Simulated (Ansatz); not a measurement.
# LaBi (model cell, started as CsCl type): a soft mode frozen in, part 3 of 3

Aim: this structure of LaBi (model cell, started as CsCl type) is to be tested for unstable modes, and one is followed downhill.

Ansatz 0.2.0; DFT PBEsol, scalar-relativistic, plane waves, PAW.

So far. Step 5 (Energy along the mode, all amplitudes (two of the runs …): The lowest of the steps tried is at 0.22 Å, 7.14 meV/atom below the parent; the bottom of the well need not coincide with a step. Step 7 (The new phase in its own primitive cell): The largest force component left is 0.18 meV/Å and the pressure is 0.004 GPa, within the tolerances set. The cell now holds 32.25 Å³/atom. The relaxed cell has a, b, c = 5.030, 6.102, 8.405 Å (conventional setting).

The structure was built from a prototype and need not be the compound's stable phase.

## (8) Modes of the new phase, k-mesh 10×10×6

A relaxed structure may still be a saddle point, so its zone-centre modes are computed. No field response is asked, since the mesh shows no gap.

Contents of input.yaml:

```yaml
crystal:
  lattice:
    - [2.5147999729, -3.051000685, 0.0]
    - [2.5147999729, 3.051000685, 0.0]
    - [0.0, 0.0, 8.4053129522]
  atoms:
    - { symbol: La, position: [0.9484078132, 0.0515921868, 0.75] }
    - { symbol: La, position: [0.0515921868, 0.9484078132, 0.25] }
    - { symbol: Bi, position: [0.5, 0.5, 0.0] }
    - { symbol: Bi, position: [0.5, 0.5, 0.5] }
kpoints:
  mp_grid: { grid: [10, 10, 6] }
hamiltonian:
  xc: pbesol
scf:
  occupations: { method: methfessel_paxton, width: 0.15 }
output:
  eigenvalues: true
phonons:
  method: dfpt
```

Command:

```sh
> ansatz run input.yaml --threads 4 --pin off --max-ram 7168MiB --backend cpu --events-out ev --progress --plain --runs-dir out
```

Numbers of over 12 decimals in the logs are rounded to 6 here.

What it wrote:

```text
zone centre: on kpoints.mp_grid the ground state, and the responses unless they are solved on pairs of k-points, stand on 172 of the mesh's 600 k-points, reduced under 2 symmetry operations, with k and −k counted as one. Each operation leaves every solved displacement unchanged or reverses it
[...]
Crystal: 4 atoms, lattice volume = 128.982 Å³
Basis set: ecut = 420 eV, 2555 PW (Γ), exchange–correlation on 54×54×120 points (8 copies of the dense FFT grid, shifted against one another)
Bands: 32, of which v1, the nominal top of the filled ones, is band 26 counted from 1 (25 counted from 0)
Symmetry: 8 space group operations
k-points: 172 of 600 (irreducible under 2 space group operations, time reversal used)
[...]
SCF iter   1: F=—  HF=-36810.161630 eV  |F-HF|=—  |Δ(HF+E_count)|=         —  Δρ=3.66e-3  dr2=1.37e-2  ethr=1.77e-3  ⟨swp⟩=5.6  Hψ=24580  notcnv=0
[...]
SCF iter  10: F=-36810.160857 eV  HF=-36810.160857 eV  |F-HF|=0.00e0  |Δ(HF+E_count)|=  7.28e-12  S|Δr|=    0.00e0  Δρ=2.18e-8  dr2=8.14e-13  ethr=1.00e-12  ⟨swp⟩=15.1  Hψ=36146  notcnv=0
SCF 1 converged in 10 iterations: F = -36810.160857 eV  dr2 = 8.14e-13
[...]
DFPT response loops at Γ: preconditioner auto → Kerker (q_TF=auto, 2.345 Å⁻¹) (partly filled bands, converged f_vac=0.000); β = 1.00, the filter's whole step (`scf.mixing.beta` (0.50) is not read by the response loops under this deck's `scf.mixing.preconditioner`; to damp them name `kerker` or `kerker_dos`, under which they read `scf.mixing.beta`, and type it under 1.00, their step now; both keys bind the ground state too); Broyden in place of MSR1
SCF converged after 10 iterations
[...]
Free energy (F): -36810.160857 eV
[...]
Internal energy: -36810.162325 eV  (E = F + TS)
E sigma→0 (E₀):  -36810.161224 eV
Entropy (-TS):   0.001469 eV (0.367 meV/atom)
Fermi energy:    11.903126 eV
Step filling:    the computed levels leave a gap of 0.0000 eV = 0.0 smearing widths at the electron count; against every level under it full and every level over it empty, smearing changes F+E_penalty+E_count by +0.070 meV and its σ→0 estimate by -0.297 meV
[...]
--- Band table (eV; the first three rows and the last of 172) ---
  k-point 0: bands = [... 22 lower, 11.2656, 11.2942, 11.5135, 11.7273, 12.3226, 12.3975, 12.8833, 13.3464, ... 2 higher]
  k-point 1: bands = [... 22 lower, 10.7645, 11.2554, 11.5718, 12.0059, 12.3261, 12.4054, 12.7457, 13.3737, ... 2 higher]
  k-point 2: bands = [... 22 lower, 10.8718, 11.1519, 11.7495, 12.2506, 12.3300, 12.4123, 12.5412, 13.2356, ... 2 higher]
  k-point 171: bands = [... 22 lower, 9.3006, 9.3006, 9.6895, 9.6895, 12.9061, 12.9061, 13.5344, 13.5344, ... 2 higher]
--- Phonons (Γ-DFPT): 6 representative perturbations + reference, on 172 of 600 k-points (Σ response iterations 18) ---
  k mesh reduced under 2 symmetry operations, with k and −k counted as one. Each operation leaves every solved displacement unchanged or reverses it
  ASR residual: 6.320e-5 → 0.000e0 eV/Å²; symmetrization residual: 1.052e-5 eV/Å²
  ASR residual per site (eV/Å²): 6.32e-5 6.32e-5 5.01e-5 5.01e-5
  Γ frequencies (cm⁻¹): 0.00 0.00 0.00 18.65 41.71 61.48 72.97 75.35 99.05 113.29 115.08 116.94
  non-analytic LO–TO correction: not included (Born effective charges unavailable; polar crystals: no LO–TO splitting at Γ)
```

Run time: 2.3 min. Hardware: 4 threads of Arm Neoverse V2, shared host; peak memory 2.9 GiB; 8.8 min of CPU time.

This step gave:

```yaml
sum_rule_residual_before_enforcement: 6.32e-5 eV/Å²
point_group: mmm
highest_optical_mode_at_the_zone_centre_no_lo_to_term: 116.9 cm⁻¹
lowest_optical_zone_centre_mode: 18.65 cm⁻¹
```

Patterns of degenerate modes are one choice out of their space. The modes at Γ (shares of kinetic energy by element, %):

```
mode  frequency (cm⁻¹)  symmetry  La %  Bi %
   1               0.0  acoustic    40    60
   2               0.0  acoustic    40    60
   3               0.0  acoustic    40    60
   4              18.6       B1u     4    96
   5              41.7        Ag   100     0
   6              61.5       B2u    54    46
   7              73.0        Au     0   100
   8              75.3       B1g   100     0
   9              99.0       B2u     6    94
  10             113.3       B1u    56    44
  11             115.1       B3g   100     0
  12             116.9       B3u    60    40
```

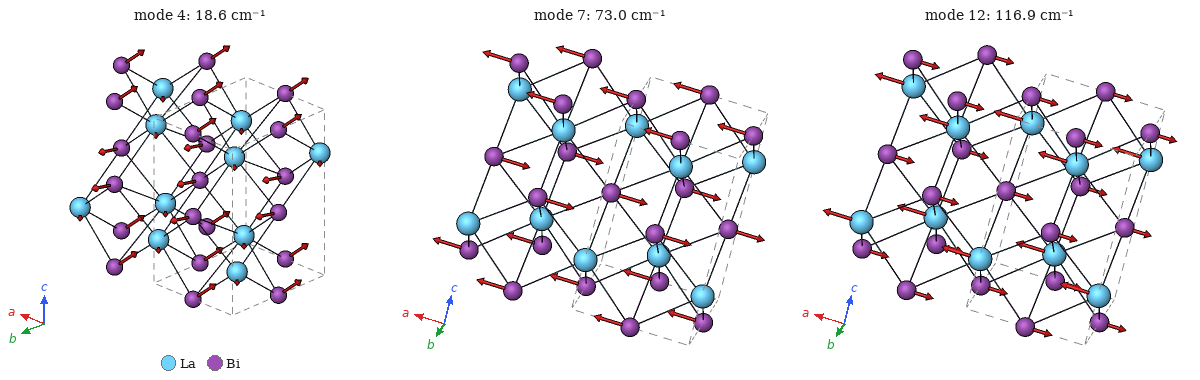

Displacement patterns of modes 4, 7 and 12 at Γ; arrows are exaggerated. 2×1×1 conventional cells are drawn. Some periodic images of atoms are drawn too.

Before it was imposed, the acoustic sum rule was missed by 6.3e-5 eV/Å². Small misses are needed for a sound result but don't prove that mesh and cutoff are converged. The lowest optical mode is real, 18.6 cm⁻¹.

## (9) What came out

| Item | Value |
| --- | --- |
| unstable mode of the parent | q = (0, 0, -0.5), 54i cm⁻¹ |
| depth at the lowest point sampled | 7.14 meV/atom |
| largest atomic shift at that point | 0.22 Å |
| space group reached (within 0.01 Å) | Cmcm |
| energy gained over the parent (first relaxation, on the mesh of the frozen mode) | 43.1 meV/atom |
| volume per atom, phase reached | 32.2 Å³ |
| lowest optical zone-centre mode, phase reached | 18.6 cm⁻¹ |
| highest optical mode at the zone centre (no LO-TO term), phase reached | 117 cm⁻¹ |

Along this mode the structure falls into Cmcm, 43.1 meV/atom below the parent. At the parent's cell the well is 7.145 meV/atom deep on the steps tried, with its lowest point at a shift of 0.22 Å. Relaxing atoms and cell changes the gain by +35.98 meV/atom against the lowest step (energies at zero smearing). Most of the total comes from this relaxation. The new phase has no imaginary mode at the zone centre of its cell; other wavevectors were not checked. Of the 4 patterns followed to their end from this parent, this one ends 29.3 meV/atom above the lowest, P4/nmm. Each path keeps the symmetry of its pattern, so a lower phase may lie along a pattern not tried. With no gap, or one that is small against the smearing, the frequencies hang on the k mesh and the smearing, most of all near Kohn anomalies. Spin-orbit coupling is left out, which can matter for the heavy elements here. A phonon run warned that its eigensolver left some bands unconverged in a pass. The starting cell was built on a prototype and not taken from a measurement, so the phase need not exist.

[Logs are printed without paths, hosts, clocks, repeated set-up lines and the standing remarks that a program may print on its own settings, such as how far it seeks lower states.]

[Hosts, paths, dates, database ids (printed as entryN), source tags and the programs' standing remarks are cut or masked in the printed files.]
